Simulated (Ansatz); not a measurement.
# A defect in a wire: Rh wire along [110], 4 atoms a period, O placed on top of one Rh, part 4 of 5

Wanted: the relaxed defect and the transmission past it, beside the channels of the perfect wire.

Ansatz 0.2.0; DFT PBE, plane waves, PAW; relaxation of a wire's period (the session's first sound run).

So far, conductance of the lead as this run defines it (G₀): step 3 (the perfect wire) 6.44.

### 5. Transmission

This step: DFT PBE, plane waves, PAW; transmission of a junction in a wire (Ansatz 0.2.0).

The cell is now read as a scatterer between two semi-infinite leads, named by two sites one period apart. The scattering states in its self-consistent potential are matched to the leads' states at each energy. One point across is taken, as for a wire in vacuum.

File input.yaml:

```yaml
crystal:
  lattice:
    - [8.715, 0.0, 0.0]
    - [0.0, 10.862, 0.0]
    - [0.0, 0.0, 22.6331580803]
  atoms:
    - { symbol: Rh, position: [0.407171458, 0.421838938, 0.0], spin: 0.37 }
    - { symbol: Rh, position: [0.661323502, 0.356016296, 0.055555556], spin: 0.38 }
    - { symbol: Rh, position: [0.592828542, 0.578191301, 0.055555556], spin: 0.37 }
    - { symbol: Rh, position: [0.338676498, 0.644013943, 0.0], spin: 0.38 }
    - { symbol: Rh, position: [0.407171458, 0.421838938, 0.111111111], spin: 0.37 }
    - { symbol: Rh, position: [0.661323502, 0.356016296, 0.166666667], spin: 0.38 }
    - { symbol: Rh, position: [0.592828542, 0.578191301, 0.166666667], spin: 0.37 }
    - { symbol: Rh, position: [0.338676498, 0.644013943, 0.111111111], spin: 0.38 }
    - { symbol: Rh, position: [0.407171458, 0.421838938, 0.222222222], spin: 0.37 }
    - { symbol: Rh, position: [0.661323502, 0.356016296, 0.277777778], spin: 0.38 }
    - { symbol: Rh, position: [0.592828542, 0.578191301, 0.277777778], spin: 0.37 }
    - { symbol: Rh, position: [0.338676498, 0.644013943, 0.222222222], spin: 0.38 }
    - { symbol: Rh, position: [0.407877452, 0.4223502887, 0.3345758772], spin: 0.46 }
    - { symbol: Rh, position: [0.647806194, 0.3502743405, 0.3913436826], spin: 0.65 }
    - { symbol: Rh, position: [0.5862318178, 0.577109085, 0.3941169892], spin: 0.55 }
    - { symbol: Rh, position: [0.342225943, 0.6444546737, 0.3337616851], spin: 0.29 }
    - { symbol: Rh, position: [0.3928107686, 0.4166953826, 0.4461990669], spin: 0.34 }
    - { symbol: Rh, position: [0.6420150105, 0.4699703607, 0.5004687086], spin: 0.28 }
    - { symbol: Rh, position: [0.5596745106, 0.6919410443, 0.5002318469], spin: 0.07 }
    - { symbol: Rh, position: [0.3194134711, 0.6354255623, 0.4444139352], spin: 0.17 }
    - { symbol: Rh, position: [0.391854087, 0.4169933764, 0.5547150011], spin: 0.34 }
    - { symbol: Rh, position: [0.646381305, 0.3498202503, 0.609041594], spin: 0.64 }
    - { symbol: Rh, position: [0.5846821121, 0.576921151, 0.606518969], spin: 0.54 }
    - { symbol: Rh, position: [0.3185145508, 0.6356884332, 0.55583014], spin: 0.17 }
    - { symbol: Rh, position: [0.407171458, 0.421838938, 0.666666667], spin: 0.37 }
    - { symbol: Rh, position: [0.661323502, 0.356016296, 0.722222222], spin: 0.38 }
    - { symbol: Rh, position: [0.592828542, 0.578191301, 0.722222222], spin: 0.37 }
    - { symbol: Rh, position: [0.338676498, 0.644013943, 0.666666667], spin: 0.38 }
    - { symbol: Rh, position: [0.407171458, 0.421838938, 0.777777778], spin: 0.37 }
    - { symbol: Rh, position: [0.661323502, 0.356016296, 0.833333333], spin: 0.38 }
    - { symbol: Rh, position: [0.592828542, 0.578191301, 0.833333333], spin: 0.37 }
    - { symbol: Rh, position: [0.338676498, 0.644013943, 0.777777778], spin: 0.38 }
    - { symbol: Rh, position: [0.407171458, 0.421838938, 0.888888889], spin: 0.37 }
    - { symbol: Rh, position: [0.661323502, 0.356016296, 0.944444444], spin: 0.38 }
    - { symbol: Rh, position: [0.592828542, 0.578191301, 0.944444444], spin: 0.37 }
    - { symbol: Rh, position: [0.338676498, 0.644013943, 0.888888889], spin: 0.38 }
    - { symbol: O, position: [0.6531163627, 0.8307630732, 0.5004421632] }
magnetization:
  spin_polarized: true
kpoints:
  mp_grid: { grid: [1, 1, 4] }
scf:
  occupations: { method: fermi_dirac, width: 0.05 }
hamiltonian:
  xc: pbe
output:
  transmission:
    e_range: [-1.26, 1.26]
    de: 0.035
    kmesh: [1, 1]
    reduced_basis: true
    leads: [[32, 0]]
  dos: { projected: true, e_range: [-4, 3] }
  write_potential: true
  write_density: true
  volumetric_format: npy
  elf: true
basis:
  ecutwfc: "350 eV"
```

Launch:

```bash
$ ansatz run input.yaml --threads 4 --pin off --max-ram 16384MiB --backend cpu --events-out ev --progress --plain --runs-dir out
```

Numbers of over 12 decimals in the logs are rounded to 6 here.

The log of the run:

```text
[...]
Crystal: 37 atoms, lattice volume = 2142.507 Å³
Basis set: ecut = 350 eV, 31903 PW (Γ)
Bands: 379, of which v1, the nominal top of the filled ones, is band 309 counted from 1 (308 counted from 0)
Symmetry: 1 space group operations
[...]
k-points: 3 of 4 (time reversal used)
[...]
Starting moments: Σ|m| = 13.5 μB on 36 of 37 sites
[...]
SCF iter   1: F=—  HF=-231029.696727 eV  |F-HF|=—  |Δ(HF+E_count)|=         —  Δρ=2.43e-2 (↑2.30e-2 ↓2.43e-2)  dr2=6.58e1  dr2_m=6.40e-1  M=13.581 μB ∫|m|=13.648 μB  β_m=0.30  ethr=3.10e-3  ⟨swp⟩=7.3  Hψ=9092  notcnv=0  defer=75
[...]
SCF iter  16: F=-231008.939027 eV  HF=-231008.939027 eV  |F-HF|=3.02e-8  |Δ(HF+E_count)|=   8.38e-9  Δρ=6.97e-7 (↑6.97e-7 ↓6.47e-7)  dr2=4.00e-8  dr2_m=3.23e-9  M=17.470 μB ∫|m|=18.016 μB  ethr=1.62e-11  ⟨swp⟩=13.8  Hψ=7660  notcnv=0
SCF 1 converged in 16 iterations: F = -231008.939027 eV  dr2 = 4.00e-8
[...]
transmission: 52 of 312 steps passed
transmission: 78 of 312 steps passed
[...]
transmission: 312 of 312 steps passed
WARN: The output density's exchange-correlation potential varies sharply where the density is thin. Do not read a vacuum level from v_tot or v_xc, or from such a field of the output density. On a cell that repeats whose density bears no net charge and no dipole along the vacuum's axis use v_es (v_loc + v_h of the components); under efield.dipole_correction with no amplitude use v_es + v_field, which holds any externa [...]
SCF converged after 16 iterations
Magnetization: 17.4697 μB (317.7349 up, 300.2651 down)
Absolute magnetization: 18.0028 μB (∫|ρ↑−ρ↓|, with the PAW one-centre terms)
[...]
Per-site moments (μB) at R_I (Å): [(0.367815, 1.025473), (0.432791, 1.025473), (0.416575, 1.025473), (0.466216, 1.025473), (0.367704, 1.025473), (0.393275, 1.025473), (0.318610, 1.025473), (0.450572, 1.025473), (0.375529, 1.025473), (0.560073, 1.025473), (0.486351, 1.025473), (0.402408, 1.025473), (0.499691, 1.022787), (0.746095, 1.040498), (0.644181, 1.040498), (0.309633, 1.022787), (0.457676, 1.013131), (0.420609,  [...]
Free energy (F): -231008.939027 eV
[...]
Internal energy: -231008.278269 eV  (E = F + TS)
E sigma→0 (E₀):  -231008.608648 eV
Entropy (-TS):   -0.660757 eV (-17.858 meV/atom)
Fermi energy:    1.624526 eV
[...]
--- Band table (eV; the first three rows and the last of 6) ---
  k-point 0 ↑: bands = [... 305 lower, 1.3000, 1.3103, 1.3345, 1.3382, 1.3644, 1.3723, 1.3923, 1.4034, ... 66 higher]
  k-point 1 ↑: bands = [... 305 lower, 1.2803, 1.2928, 1.3173, 1.3287, 1.3453, 1.3709, 1.3938, 1.4217, ... 66 higher]
  k-point 2 ↑: bands = [... 305 lower, 1.2759, 1.2855, 1.3029, 1.3346, 1.3471, 1.3566, 1.3983, 1.4174, ... 66 higher]
  k-point 2 ↓: bands = [... 305 lower, 1.7473, 1.7517, 1.7555, 1.7862, 1.7869, 1.8171, 1.8240, 1.8615, ... 66 higher]
--- Transmission ---
  basis      : 699 plane waves across, 26 finite elements along
  points     : 1, standing for a mesh of 1 x 1
[...]
crystal 0  : Rh4, at the sites [32, 0], period 2.5148 Å, over 15.09 Å; its Hamiltonian steps by up to 23.6 meV
[...]
filled         : 5.1 meV under the level at which it is neutral
    channels       : 5.000000e0 up, 9.000000e0 down
[...]
junction   : crystal 0 to crystal 0, 0.63 to 20.75 Å
    transmission   : 2.549258e0 up, 4.617172e0 down
    error estimate : 8.228487e-4 up, 6.182687e-4 down from the reduction of the transverse basis, at the most 4.026016e-2 at 0.175000 eV
    conductance    : 2.6835e14 S/m² at 300 K (2.6634e14 on every other energy)
    error estimate : 0.7 % from the energy spacing and 21.2 % from band edges of the leads and from resonances (wavevectors taken as independent; lower de), 0.1 % from the reduction of the transverse basis, 17.2 % from the steps of its leads' Hamiltonians or their offsets (lay more layers), 0.1 % from the distance to neutral
    resistance     : 1.7687e-3 Ω µm² beyond half of each lead's own
```

Elapsed: 16 min, on 4 threads of Arm Neoverse V2, shared host; peak memory 9.5 GiB.

This step gave:

```
energy at zero smearing                                       : -231008.6086 eV
total moment                                                  : 17.47 μB
absolute moment                                               : 18.00 μB
transmission at the energy nearest the Fermi level, spin up   : 2.549
transmission at the energy nearest the Fermi level, spin down : 4.617
step of the lead's Hamiltonian                                : 23.6 meV
conductance of the junction                                   : 3.279 G₀
```

Table of transmission by energy, zero at the Fermi level:

| energy (eV) | spin up | spin down |
| --- | --- | --- |
| -1.190 | 2.86 | 3.83 |
| -1.085 | 4.72 | 4.58 |
| -1.015 | 5.04 | 4.71 |
| -0.910 | 4.73 | 3.48 |
| -0.875 | 5.26 | 3.93 |
| -0.805 | 4.23 | 4.17 |
| -0.700 | 5.43 | 4.89 |
| -0.595 | 5.00 | 4.87 |
| -0.560 | 4.89 | 5.20 |
| -0.490 | 4.69 | 4.91 |
| -0.455 | 5.57 | 4.28 |
| -0.385 | 4.64 | 4.72 |
| -0.315 | 2.62 | 4.89 |
| -0.210 | 3.20 | 5.20 |
| -0.140 | 2.70 | 5.21 |
| -0.105 | 2.49 | 4.15 |
| 0.000 | 2.55 | 4.62 |
| 0.105 | 3.04 | 3.59 |
| 0.210 | 3.96 | 3.18 |
| 0.315 | 4.19 | 2.47 |
| 0.385 | 3.52 | 2.91 |
| 0.490 | 3.45 | 3.02 |
| 0.595 | 2.64 | 3.60 |
| 0.700 | 3.40 | 3.84 |
| 0.805 | 3.07 | 3.64 |
| 0.910 | 3.02 | 3.03 |
| 1.015 | 2.91 | 3.45 |
| 1.085 | 1.98 | 3.05 |
| 1.190 | 2.48 | 2.99 |

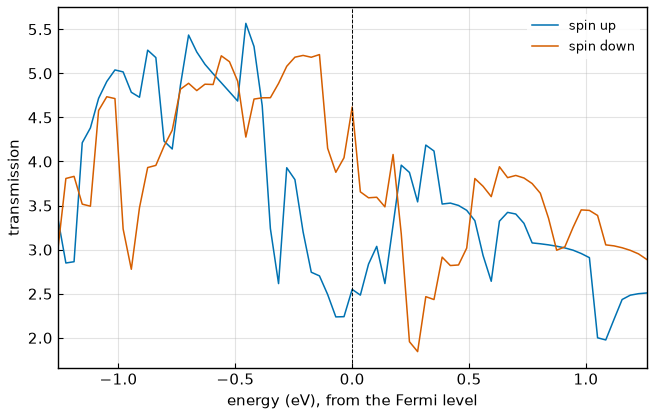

Transmission against energy.

Table of open channels of the lead by energy, zero at the Fermi level:

| energy (eV) | spin up | spin down |
| --- | --- | --- |
| -1.190 | 7 | 8 |
| -1.085 | 8 | 10 |
| -1.015 | 8 | 10 |
| -0.910 | 10 | 5 |
| -0.805 | 8 | 7 |
| -0.700 | 9 | 8 |
| -0.595 | 9 | 10 |
| -0.490 | 9 | 10 |
| -0.385 | 8 | 9 |
| -0.315 | 6 | 9 |
| -0.210 | 7 | 9 |
| -0.105 | 5 | 6 |
| 0.000 | 5 | 9 |
| 0.105 | 6 | 5 |
| 0.210 | 6 | 7 |
| 0.315 | 8 | 5 |
| 0.385 | 6 | 6 |
| 0.490 | 6 | 5 |
| 0.595 | 5 | 6 |
| 0.700 | 6 | 6 |
| 0.805 | 5 | 6 |
| 0.910 | 5 | 5 |
| 1.015 | 4 | 6 |
| 1.085 | 3 | 5 |
| 1.190 | 4 | 5 |

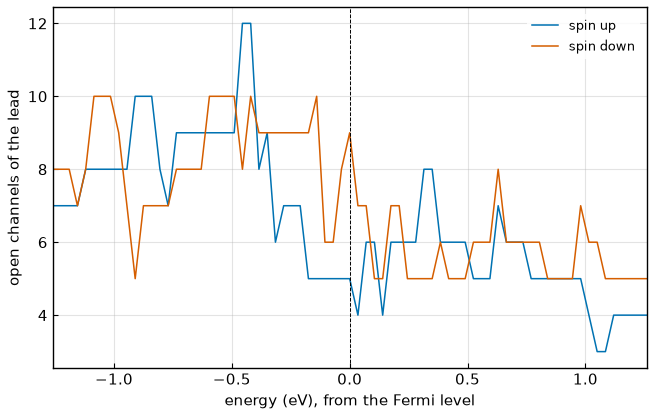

Open channels of the lead, plotted against energy.

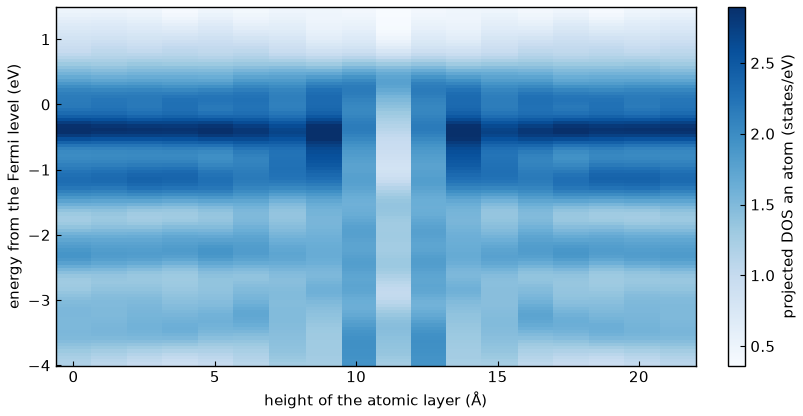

Projected DOS an atom over height of the atomic layer and energy from the Fermi level.  broadened by a Gaussian of 0.15 eV, since few k-points sample the long cell.

Site moment by element, in μB:

| element | atoms | mean | spread (r.m.s.) | least | largest |
| --- | --- | --- | --- | --- | --- |
| Rh | 36 | 0.430 | 0.128 | 0.101 | 0.746 |
| O | 1 | 0.037 | 0.000 | 0.037 | 0.037 |

The atoms farthest from the mean of their element:

| atom | x, y, z (Å) | site moment (μB) |
| --- | --- | --- |
| Rh19 | 4.88, 7.52, 11.32 | 0.101 |
| Rh14 | 5.65, 3.80, 8.86 | 0.746 |
| Rh22 | 5.63, 3.80, 13.78 | 0.733 |
| Rh15 | 5.11, 6.27, 8.92 | 0.644 |
| Rh23 | 5.10, 6.27, 13.73 | 0.632 |
| Rh20 | 2.78, 6.90, 10.06 | 0.231 |
| Rh24 | 2.78, 6.90, 12.58 | 0.232 |
| Rh10 | 5.76, 3.87, 6.29 | 0.560 |

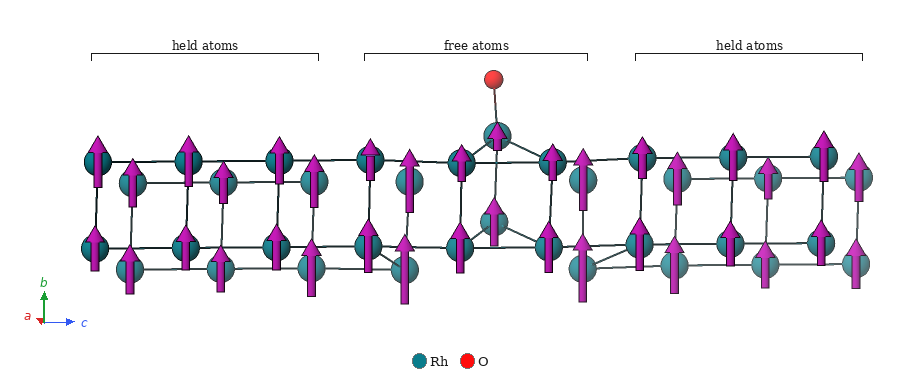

Site moment as arrows, the longest 0.746 μB. Up and down stand for the sign. Arrows give size and sign along the axis of quantisation, drawn up and down the page. Each arrow also spans its atom, so small moments look longer than they are.

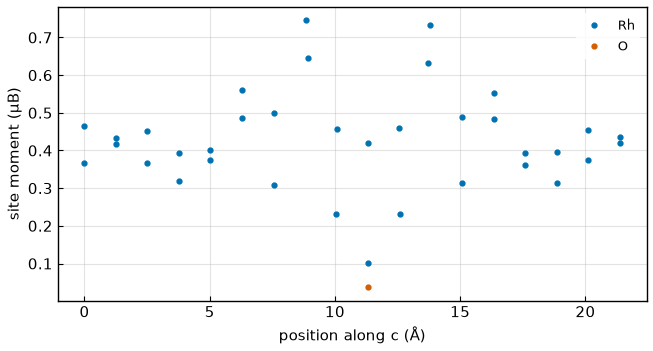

Site moment along the cell.

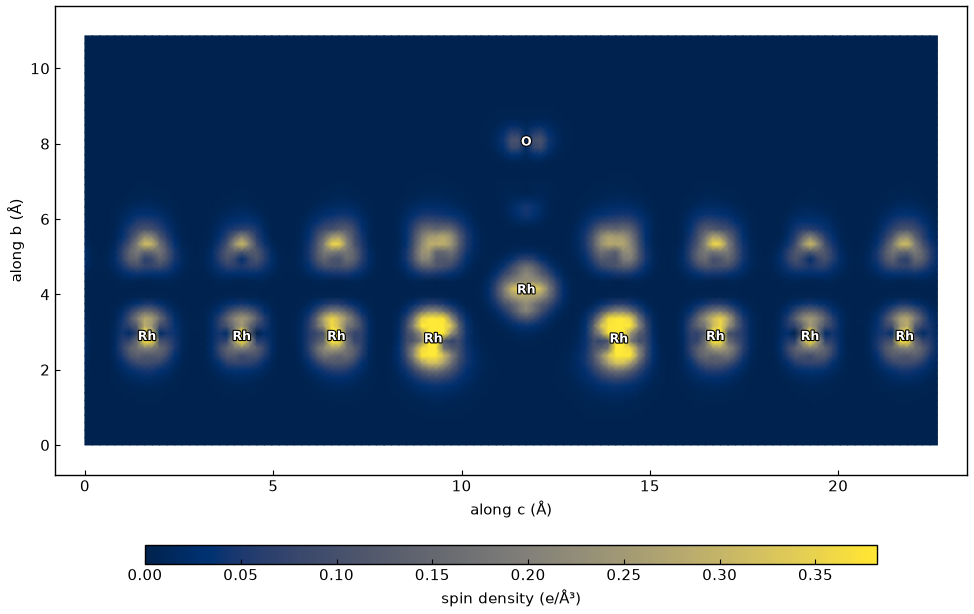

Spin density in the cb plane at fractional x = 0.642, with atoms of Rh and O within 0.2 Å of it.

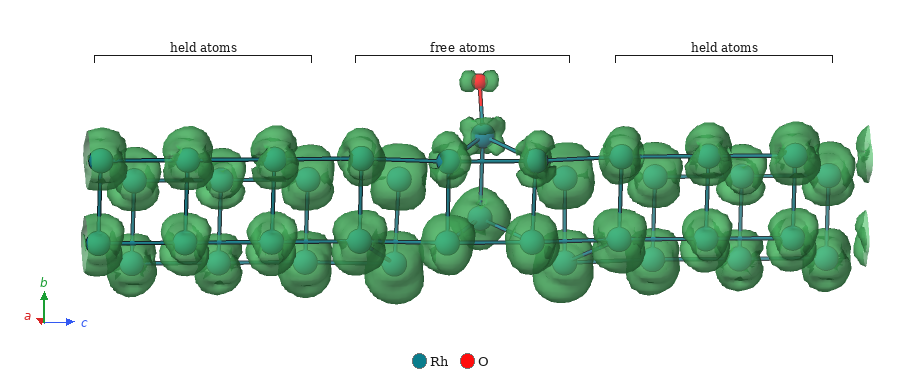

Surface of spin density = 0.056 e/Å³, which holds about 70 % of the integral of its size.

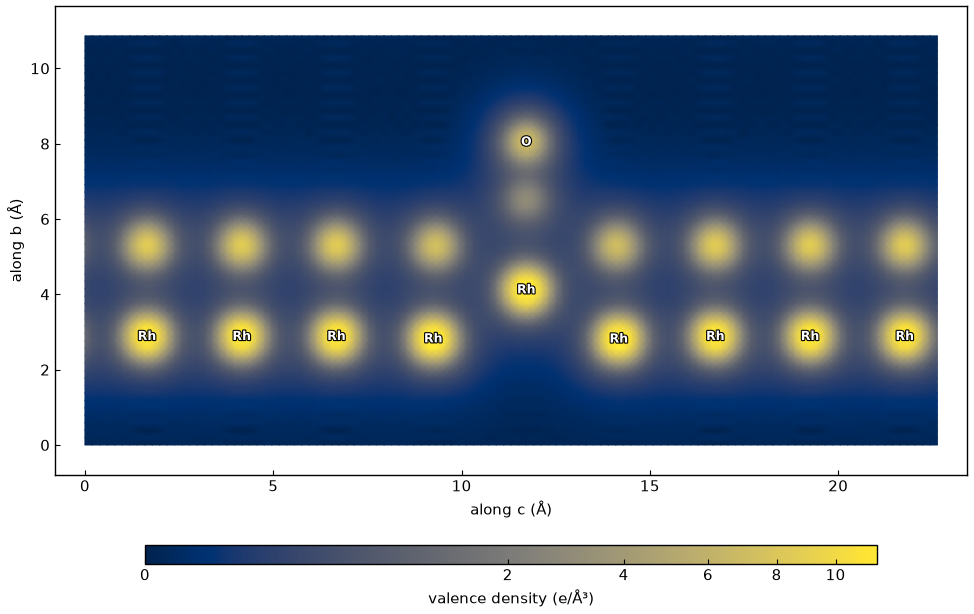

Valence density in the cb plane at fractional x = 0.642, with atoms of Rh and O within 0.2 Å of it. It is the smooth field of the valence electrons, not physical close to the nuclei. The colour scale is stretched toward low values.

[end of part 4 of 5]

[Logs are printed without paths, hosts, clocks, repeated set-up lines and the standing remarks that a program may print on its own settings, such as how far it seeks lower states.]

[Hosts, paths, dates, database ids (printed as entryN), source tags and the programs' standing remarks are cut or masked in the printed files.]
